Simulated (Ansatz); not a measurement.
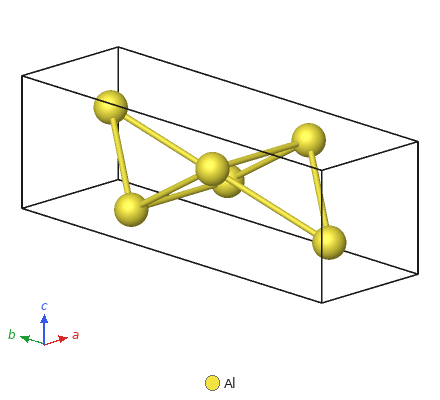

The structure; the drawing may span several cells.

Structure (in its standard cell), the geometry relaxed with DFT, PBE, plane waves (420 eV) with PAW, scalar-relativistic (Ansatz 0.2.0); the starting structure was generated, so it need not be a known form of this composition:

```xyz
4
Lattice="2.8029 0.0000 0.0000 0.0000 8.7589 0.0000 -0.0305 0.0000 2.8821" Properties=species:S:1:pos:R:3 pbc="T T T"
Al   -0.0229    3.1930    2.1616
Al    1.3938    1.1864    0.7205
Al    1.3786    7.5725    2.1616
Al   -0.0076    5.5659    0.7205
```

**What does the kinematic electron diffraction pattern along [10-1] look like at 200 kV (B = 1 Å²)?**

The spots form a centred rectangular net whose two shortest vectors correspond to d = 4.38 Å and 1.95 Å, 77.1° apart. They are 0 2 0 and 1 1 1. The pattern has symmetry 2mm. The lattice centring (C) removes all reflections that break h + k = 2n; reflections such as 2 -2 2, 2 2 2 are allowed but too weak to see at this display level.

Strongest reflections with d > 0.80 Å, one of each family (|F|² from tabulated Gaussian fits of the electron scattering factors, times a small damping for the curvature of the Ewald sphere):

| hkl | d (Å) | I (strongest = 100) |
| --- | --- | --- |
| 0 4 0 | 2.190 | 100 |
| 1 1 1 | 1.949 | 44 |
| 1 5 1 | 1.317 | 19 |
| 1 3 1 | 1.649 | 14 |
| 0 8 0 | 1.095 | 9 |
| 2 0 2 | 0.999 | 9 |

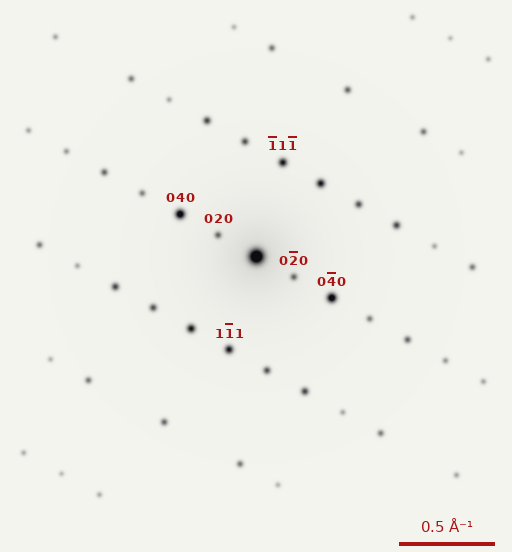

Calculated pattern, seen from the source side with [10-1] pointing towards the source.
